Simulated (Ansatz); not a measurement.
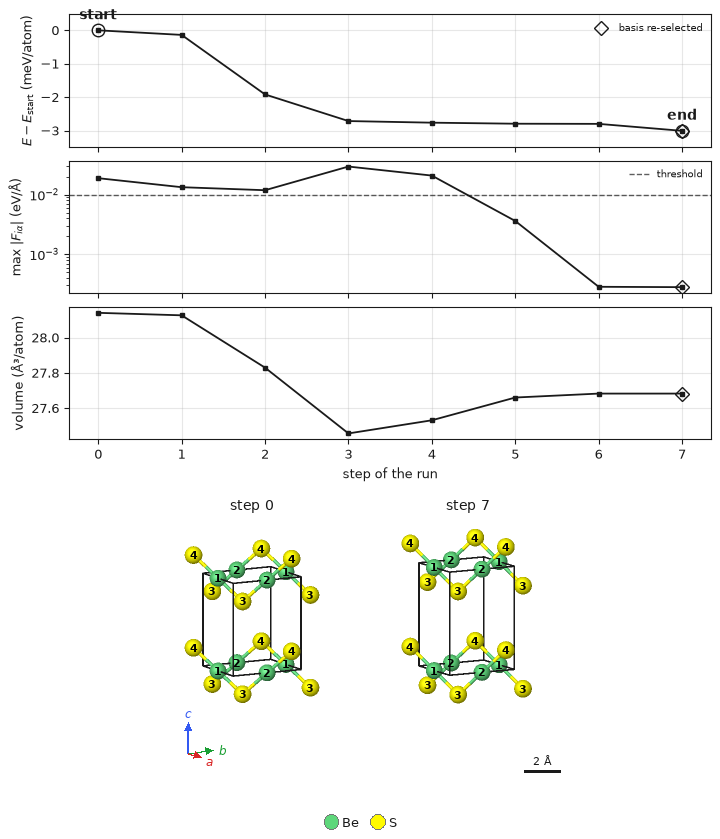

First and last geometry of a relaxation of crystalline BeS (a generated structure, set up in Cmme), with the history of the run. A ball-and-stick model of the cell of the calculation, seen slightly off an axis.

The calculation used DFT PBE, scalar-relativistic, plane waves, PAW in Ansatz. Set-up: plane-wave cutoff 420 eV; k-point mesh 6 × 6 × 6; occupations gaussian; smearing width 0.02 eV; no spin polarisation; cell and atoms relaxed; force threshold 0.01 eV/Å; at most 80 steps.

### Read the history and describe the run.

It converged. Over 6 accepted moves (7 points after the start) the energy falls by 3.0 meV per atom. The largest force component goes from 0.019 to 0.00028 eV/Å. The pressure goes from 0.02 to 0.02 GPa. At 1 point the geometry stayed and the basis and grid were re-selected for the new cell (energy shift of 0.2 meV per atom at most each time). The largest moves relative to the cell, 0.095 Å, are those of S3 and S4. S4 goes along −c. Be stays in place. The volume changes by −1.6 %, with a = b 4.745 → 4.424 Å (−6.8 %), c 5.210 → 5.796 Å (+11.3 %), γ 106.3° → 102.5°. Bond angles that change, for instance: Be1–S4–Be2 97.2° → 93.6°. The space group stays Cmme (No. 67).
